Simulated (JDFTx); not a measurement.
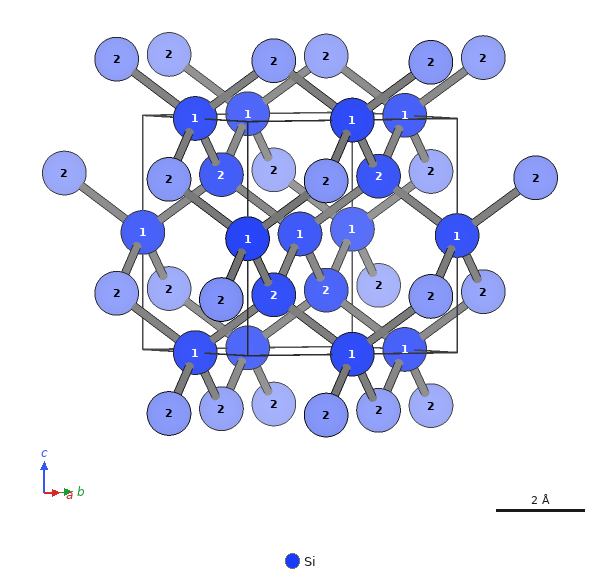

The input geometry (ball-and-stick view of the cell 4 times as large as that of the calculation, set on its symmetry axes, seen at an oblique angle; neighbours outside the cell are drawn fainter; atoms are numbered from 1 in the order of the input). Near neighbours in the crystal (not all of them lie inside the picture): Si has 4 Si at 2.31 Å.

## Si: single-point calculation at one volume of an equation of state

- system: Si (Fd-3m, 2 atoms in the cell)
- method: Kohn-Sham DFT of a periodic cell, PBE, PseudoDojo-SR-PBE-0.5-standard, no spin polarisation (JDFTx 1.7.0 (patched build))

The structure derives from a Materials Project entry. It belongs to a series of runs on one base structure; here: volume scaled by 0.94.

**The program's output**
```
*************** JDFTx 1.7.0 (patched build) ***************

Input parsed successfully to the following command list (including defaults):
[... the input with its defaults ...]

---------- Setting up symmetries ----------

Found 48 point-group symmetries of the bravais lattice
Found 48 space-group symmetries with basis
Applied RMS atom displacement 0 bohrs to make symmetries exact.

---------- Initializing the Grid ----------
R =
[            0      5.03855      5.03855  ]
[      5.03855            0      5.03855  ]
[      5.03855      5.03855            0  ]
unit cell volume = 255.828
G =
[  -0.623511   0.623511   0.623511  ]
[   0.623511  -0.623511   0.623511  ]
[   0.623511   0.623511  -0.623511  ]
Minimum fftbox size, Smin = [  28  28  28  ]
Chosen fftbox size, S = [  28  28  28  ]

---------- Exchange Correlation functional ----------
Initalized PBE GGA exchange.
Initalized PBE GGA correlation.

---------- Setting up pseudopotentials ----------
Width of ionic core gaussian charges (only for fluid interactions / plotting) set to 0

Reading pseudopotential file 'pseudo/Si.upf':
  'Si' pseudopotential, 'PBE' functional
  Generated using ONCVPSP code by D. R. Hamann
  4 valence electrons, 2 orbitals, 6 projectors, 1001 radial grid points, with lMax = 2
    3S    l: 0   occupation:  2.0   eigenvalue: -0.397365
    3P    l: 1   occupation:  2.0   eigenvalue: -0.149981
  Core radius for overlap checks: 1.86 bohrs.

Initialized 1 species with 2 total atoms.

Folded 1 k-points by 8x8x8 to 512 k-points.

---------- Setting up k-points, bands, fillings ----------
Reduced to 29 k-points under symmetry.
Computing the number of bands and number of electrons
Calculating initial fillings.
nElectrons:   8.000000   nBands: 9   nStates: 29

----- Setting up reduced wavefunction bases (one per k-point) -----
average nbasis = 932.986 , ideal nbasis = 933.148

---------- Setting up ewald sum ----------
Optimum gaussian width for ewald sums = 2.288424 bohr.
Real space sum over 1331 unit cells with max indices [  5  5  5  ]
Reciprocal space sum over 2197 terms with max indices [  6  6  6  ]

---------- Allocating electronic variables ----------
Initializing wave functions:  linear combination of atomic orbitals
Note: number of bands (9) exceeds available atomic orbitals (8)
Si pseudo-atom occupations:   s ( 2 )  p ( 2 )
	FillingsUpdate:  mu: +0.285223355  nElectrons: 8.000000
LCAOMinimize: Iter:   0  F: -7.8473552396692670  |grad|_K:  1.221e-04  alpha:  1.000e+00
	FillingsUpdate:  mu: +0.285055970  nElectrons: 8.000000
LCAOMinimize: Iter:   1  F: -7.8473718340448526  |grad|_K:  2.176e-06  alpha:  9.481e-01  linmin:  6.879e-03  cgtest: -1.024e-02
	FillingsUpdate:  mu: +0.285057375  nElectrons: 8.000000
LCAOMinimize: Iter:   2  F: -7.8473718396009957  |grad|_K:  2.310e-08  alpha:  9.995e-01  linmin: -1.892e-03  cgtest:  3.208e-02
LCAOMinimize: Encountered beta<0, resetting CG.
	FillingsUpdate:  mu: +0.285057406  nElectrons: 8.000000
LCAOMinimize: Iter:   3  F: -7.8473718396015908  |grad|_K:  7.028e-10  alpha:  9.308e-01  linmin: -4.241e-01  cgtest:  7.196e-01
LCAOMinimize: Encountered beta<0, resetting CG.
LCAOMinimize: Converged (|Delta F|<1.000000e-06 for 2 iters).

-------- Electronic minimization -----------
Will mix electronic density at each iteration.
	FillingsUpdate:  mu: +0.285057406  nElectrons: 8.000000
	FillingsUpdate:  mu: +0.249759617  nElectrons: 8.000000
SCF: Cycle:  0   F: -7.913199695316360   dF: -6.583e-02   |Residual|: 6.567e-02   |deigs|: 1.462e-01
	FillingsUpdate:  mu: +0.252824502  nElectrons: 8.000000
SCF: Cycle:  1   F: -7.914826564204689   dF: -1.627e-03   |Residual|: 3.895e-02   |deigs|: 1.133e-02
	FillingsUpdate:  mu: +0.259319444  nElectrons: 8.000000
SCF: Cycle:  2   F: -7.915265895173539   dF: -4.393e-04   |Residual|: 6.940e-03   |deigs|: 6.558e-03
	FillingsUpdate:  mu: +0.258484045  nElectrons: 8.000000
SCF: Cycle:  3   F: -7.915274327605283   dF: -8.432e-06   |Residual|: 3.120e-03   |deigs|: 1.929e-03
	FillingsUpdate:  mu: +0.259242301  nElectrons: 8.000000
SCF: Cycle:  4   F: -7.915279281360180   dF: -4.954e-06   |Residual|: 2.902e-04   |deigs|: 7.496e-04
	FillingsUpdate:  mu: +0.259334012  nElectrons: 8.000000
SCF: Cycle:  5   F: -7.915279550543302   dF: -2.692e-07   |Residual|: 2.099e-04   |deigs|: 2.681e-04
	FillingsUpdate:  mu: +0.259301487  nElectrons: 8.000000
SCF: Cycle:  6   F: -7.915279646137861   dF: -9.559e-08   |Residual|: 3.866e-05   |deigs|: 2.201e-04
	FillingsUpdate:  mu: +0.259310822  nElectrons: 8.000000
SCF: Cycle:  7   F: -7.915279669284607   dF: -2.315e-08   |Residual|: 2.992e-05   |deigs|: 1.561e-04
	FillingsUpdate:  mu: +0.259307411  nElectrons: 8.000000
SCF: Cycle:  8   F: -7.915279679324665   dF: -1.004e-08   |Residual|: 8.111e-06   |deigs|: 1.167e-04
	FillingsUpdate:  mu: +0.259306688  nElectrons: 8.000000
SCF: Cycle:  9   F: -7.915279682003605   dF: -2.679e-09   |Residual|: 3.311e-06   |deigs|: 9.316e-05
	FillingsUpdate:  mu: +0.259306436  nElectrons: 8.000000
SCF: Cycle: 10   F: -7.915279683455697   dF: -1.452e-09   |Residual|: 1.337e-06   |deigs|: 1.830e-04
SCF: Converged (|Delta E|<1.000000e-08 for 2 iters).

Setting wave functions to eigenvectors of Hamiltonian

# Stress tensor in Cartesian coordinates [Eh/a0^3]:
[ -0.000266977            0            0  ]
[            0 -0.000266977            0  ]
[            0            0 -0.000266977  ]

# Ionic positions in lattice coordinates:
ion Si   0.500000000000000   0.500000000000000   0.500000000000000 1
ion Si   0.750000000000000   0.750000000000000   0.750000000000000 1

# Forces in Cartesian coordinates:
force Si   0.000000000000000   0.000000000000000  -0.000000000000000 1
force Si  -0.000000000000000  -0.000000000000000  -0.000000000000000 1

# Energy components:
   Eewald =       -8.5529280534123906
       EH =        0.5244189464480322
     Eloc =       -1.6179791927902174
      Enl =        1.1697163031890303
      Exc =       -3.1231295957583214
 Exc_core =        0.5446627323247408
       KE =        3.1399616090473899
-------------------------------------
     Etot =       -7.9152772509517373
       TS =        0.0000024325039601
-------------------------------------
        F =       -7.9152796834556973

IonicMinimize: Iter:   0  F: -7.915279683455697  |grad|_K:        nan
IonicMinimize: None of the convergence criteria satisfied after 0 iterations.

#--- Lowdin population analysis ---
# oxidation-state Si +0.037 +0.037

Dumping 'run.eigStats' ...
	eMin: -0.203276 at state 0 ( [ +0.000000 +0.000000 +0.000000 ] spin 0 )
	HOMO: +0.250582 at state 0 ( [ +0.000000 +0.000000 +0.000000 ] spin 0 )
	mu  : +0.259306
	LUMO: +0.269662 at state 17 ( [ +0.000000 +0.375000 +0.375000 ] spin 0 )
	eMax: +0.684182 at state 4 ( [ +0.000000 +0.000000 +0.500000 ] spin 0 )
	HOMO-LUMO gap: +0.019079
	Optical gap  : +0.094645 at state 0 ( [ +0.000000 +0.000000 +0.000000 ] spin 0 )
Done!
```

This output came from the following input.

**Input file**
```
lattice \
    0.0000000000     5.0385533567     5.0385533567 \
    5.0385533567     0.0000000000     5.0385533567 \
    5.0385533567     5.0385533567     0.0000000000
coords-type Lattice
ion Si     0.5000000000     0.5000000000     0.5000000000 1
ion Si     0.7500000000     0.7500000000     0.7500000000 1

ion-species pseudo/Si.upf
elec-cutoff 18
elec-ex-corr gga-PBE
kpoint-folding 8 8 8
elec-smearing Fermi 0.0018374661
elec-n-bands 9
electronic-SCF nIterations 100 energyDiffThreshold 1e-08
electronic-minimize nIterations 30 energyDiffThreshold 1e-7
forces-output-coords Cartesian

dump-name run.$VAR
dump End Ecomponents EigStats BandEigs Kpoints Forces Stress ElecDensity Dtot KEdensity
```

Run as:
```bash
jdftx -c 1 -i Si.in -o Si.out
```

**Results in brief**

| quantity | value |
| --- | --- |
| outcome | converged |
| space group (tolerance 0.01 Å) | Fd-3m (227) |
| electrons treated | 8 |
| free energy | −215.3857 eV |
| Fermi energy | 7.056 eV |
| gap on the k-point mesh | 0.52 eV |
| pressure | 7.85 GPa |
| largest force (length of the vector) | under 0.001 eV/Å |
| hardware | 1 thread of Arm Neoverse V2, 24 GiB of memory available, shared host |
| wall time | 8.3 s |
| peak memory | 0.05 GiB |

**Notes**

Points of doubt noted for this run: empty levels loose. The cell is under a pressure of 7.9 GPa at this level, so it is not at its equilibrium volume.
